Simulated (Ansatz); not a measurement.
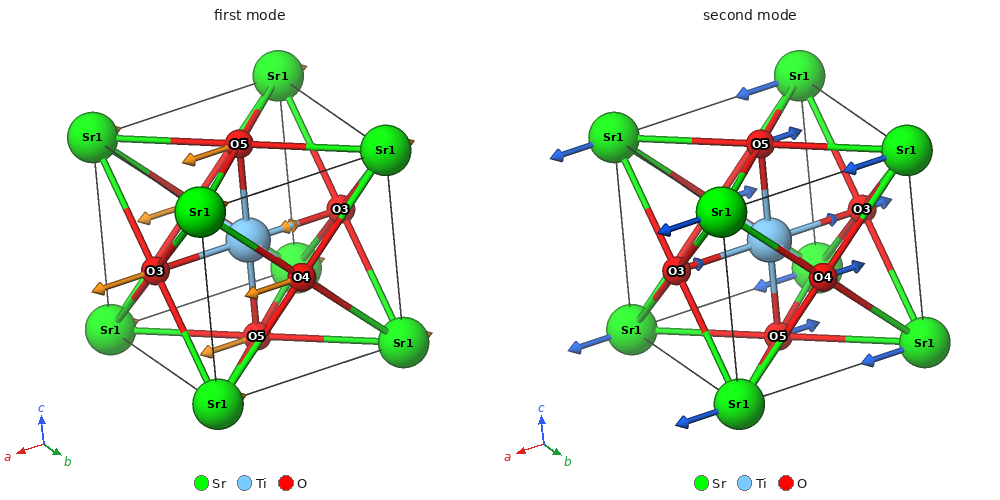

Two computed energy maps of cells of SrTiO₃. The picture above is the structure of the first map; its two panels give the patterns of the first and the second mode as arrows.

Map 1

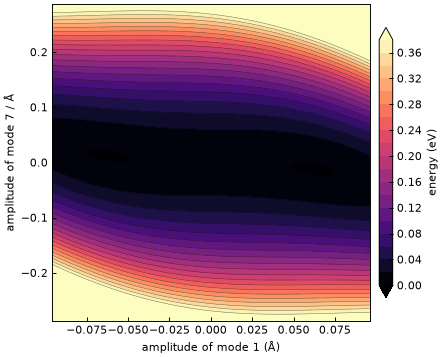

SrTiO₃ (Pm-3m, No. 221; 5 atoms in the cell). 
- The energy is mapped over two normal modes frozen in (zone-centre modes of the 5-atom cell of this scan).
- First axis: amplitude of mode 1 (141i cm⁻¹), largest displacement. Second axis: amplitude of mode 7 (144 cm⁻¹), largest displacement.
- Nothing is relaxed (the cell and all other modes fixed).
- The grid has 11 × 11 points; 61 points were computed and 60 follow by symmetry.
- Points are written as (first, second).
- All energies are given in eV per cell relative to the lowest grid point.
- This map comes from DFT PBE, scalar-relativistic, plane waves, PAW in Ansatz. Settings: cutoff 520 eV, k-mesh 8×8×8, gaussian smearing 0.05 eV, no spin polarisation.

In the figure: filled contours, one colour for all values above the top of the scale. Between grid points the surface is interpolated.

Map 2

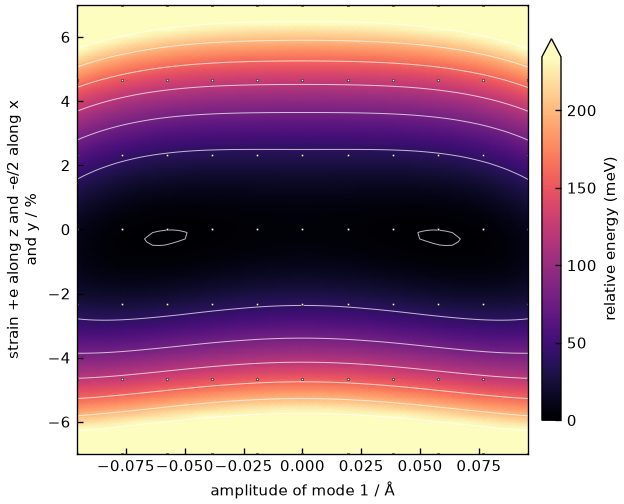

SrTiO3 (Pm-3m, No. 221; 5 atoms in the cell). 
- The energy is mapped over a normal mode and a strain (zone-centre modes of the 5-atom cell of this scan) (x, y and z along the cube axes).
- Coordinates scanned: (1) amplitude of mode 1 (141i cm⁻¹), largest displacement in the unstrained cell; (2) strain +e along z and -e/2 along x and y.
- Nothing is relaxed (the pattern is fixed in fractional coordinates).
- The grid has 11 × 7 points; 42 points were computed and 35 follow by symmetry.
- Points are written as (first, second).
- Energies: meV per cell, counted from the lowest grid point.
- Method: Ansatz 0.2.0, DFT PBE, scalar-relativistic, plane waves, PAW. Settings: cutoff 520 eV, k-mesh 8×8×8, gaussian smearing 0.05 eV, no spin polarisation.

Drawn: a smooth colour map with a few white contour lines, dots at the grid points, one colour for all values above the top of the scale. Between grid points the surface is interpolated.

### What does each map show?

Map 1: The lowest grid point is at (−0.058 Å, 0.000 Å); the map holds 2 wells of about this depth. The reference structure, at (0.000 Å, 0.000 Å), is a saddle of this map. No other kind of well shows on this grid. The highest grid point, (−0.096 Å, −0.288 Å), lies 0.890 eV above the lowest. On the interpolated surface the easiest way out of the lowest well to a well of about the same depth near (0.058 Å, 0.000 Å) passes a barrier of about 0.0041 eV, counted from the interpolated bottom of the well. The reference (Pm-3m) is not the lowest structure on this map: a distortion lowers the energy (space group P4mm at the lowest grid point). The gap on the k-mesh is 1.9 eV at the lowest point and runs from 1.6 to 2.0 eV over the map.
Map 2: The lowest grid point is at (−0.058 Å, 0.00 %); the map holds 2 wells of about this depth. No other kind of well shows on this grid. The highest grid point, (0.000 Å, −7.00 %), lies 367 meV above the lowest. On the interpolated surface the easiest way out of the lowest well to a well of about the same depth near (0.058 Å, 0.00 %) passes a barrier of about 3.8 meV, counted from the interpolated bottom of the well. The reference (Pm-3m) is not the lowest structure on this map: a distortion lowers the energy (space group P4mm at the lowest grid point). The gap on the k-mesh is 1.9 eV at the lowest point and runs from 1.7 to 2.0 eV over the map.

### Maps 1, 2 start from a relaxed reference structure. Do they show a way to lower its energy?

Yes. In map 1 the point (−0.058 Å, 0.000 Å) lies 0.0035 eV below the reference. In map 2 the point (−0.058 Å, 0.00 %) lies 3.5 meV below the reference.

PAW datasets: the set soft_1.
